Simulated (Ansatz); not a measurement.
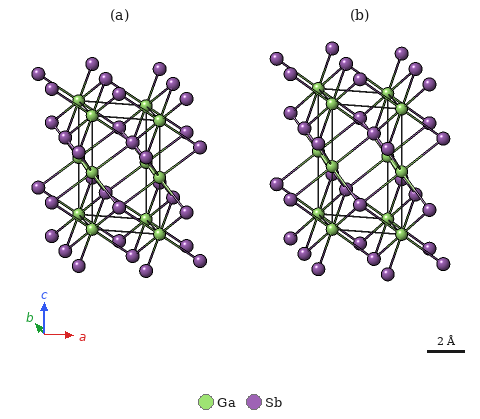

The structure of crystalline GaSb (built on the NiAs type) before (left) and after (right) a relaxation, at one scale.

A ball-and-stick model of the cell of the calculation, seen slightly off an axis.

Level of theory: DFT, PBE, plane waves, PAW in Ansatz 0.2.0.

Input
```yaml
crystal:
  lattice:
    - [3.90511908, 0.0, 0.0]
    - [-1.95255954, 3.3819323281, 0.0]
    - [0.0, 0.0, 6.3653441004]
  atoms:
    - { symbol: Ga, position: [0.0, 0.0, 0.0] }
    - { symbol: Ga, position: [0.0, 0.0, 0.5] }
    - { symbol: Sb, position: [0.3333333333, 0.6666666667, 0.25] }
    - { symbol: Sb, position: [0.6666666667, 0.3333333333, 0.75] }
kpoints:
  mp_grid: { grid: [12, 12, 4] }
hamiltonian:
  xc: pbe
scf:
  occupations: { method: fermi_dirac, width: 0.02 }
relax:
  f_tol: 0.005
  cell: {}
```

Command:
```bash
ansatz run input.yaml --threads 2 --pin off --max-ram 2211MiB --backend cpu --events-out ev --progress --plain --runs-dir out
```

**Summarise the run.**

Over 10 accepted moves (14 points after the start) the energy falls by 0.536 eV per cell of the calculation. All forces vanish by symmetry, so only the cell relaxes. Pressure: 12.94 GPa at the start and −0.02 GPa at the end. The line search rejected the trial steps at points 8, 9 of the run. The SCF was repeated twice at an unchanged geometry on a basis and grid sized afresh for the cell, which shifted the energy by 5.2 meV per cell of the calculation at most. The atoms keep their places relative to the cell (all moves are under 0.005 Å). The drawn cell changes as follows: a = b 3.905 → 4.022 Å (+3.0 %), c 6.365 → 7.030 Å (+10.4 %); the volume changes by +17.1 %. Some distances before and after: Ga1–Sb3 2.760 → 2.912 Å. Among the angles between lasting bonds that change: Ga1–Sb3–Ga2 70.4° → 74.2°, Sb3–Ga1–Sb3 90.1° → 87.3°, Ga1–Sb3–Ga1 90.1° → 87.3°. The space group stays P6_3/mmc (No. 194).
